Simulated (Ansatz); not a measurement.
Structure of V:

```cif
data_structure
_symmetry_space_group_name_H-M 'P 1'
_symmetry_Int_Tables_number 1
_cell_length_a 2.5886
_cell_length_b 2.5886
_cell_length_c 9.1988
_cell_angle_alpha 90.000
_cell_angle_beta 90.000
_cell_angle_gamma 120.000
_cell_volume 53.38
loop_
_atom_site_label
_atom_site_type_symbol
_atom_site_fract_x
_atom_site_fract_y
_atom_site_fract_z
_atom_site_occupancy
V1 V 0.00000 0.00000 0.00000 1
V2 V 0.00000 0.00000 0.50000 1
V3 V 0.33333 0.66667 0.25000 1
V4 V 0.66667 0.33333 0.75000 1
```

It is based on coordinates from a relaxation with DFT, PBEsol, plane waves (420 eV) with PAW, scalar-relativistic (Ansatz); the starting structure was generated, so it need not be a known form of this composition.

Question: Predict the first 5 clear peaks of the X-ray G(r) with σ = 0.08 Å, and name the atom pairs.

Answer: 1. 2.65 Å: V–V at 2.59–2.74 Å
2. 3.77 Å: V–V at 3.77 Å
3. 4.55 Å: V–V at 4.48–4.60 Å
4. 4.83 Å: V–V at 4.84 Å
5. 5.23 Å: V–V at 5.18–5.28 Å

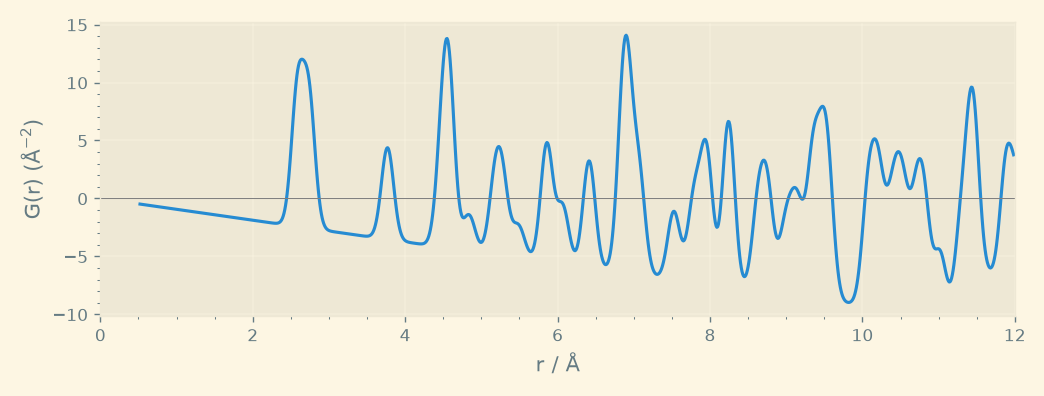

Computed X-ray G(r), with each pair weighted by the product of the atomic numbers (X-ray weights at Q = 0) and a uniform peak width σ = 0.08 Å, damped by exp(−(Q_damp r)²/2) with Q_damp = 0.020 Å⁻¹. There is no Q-range truncation.
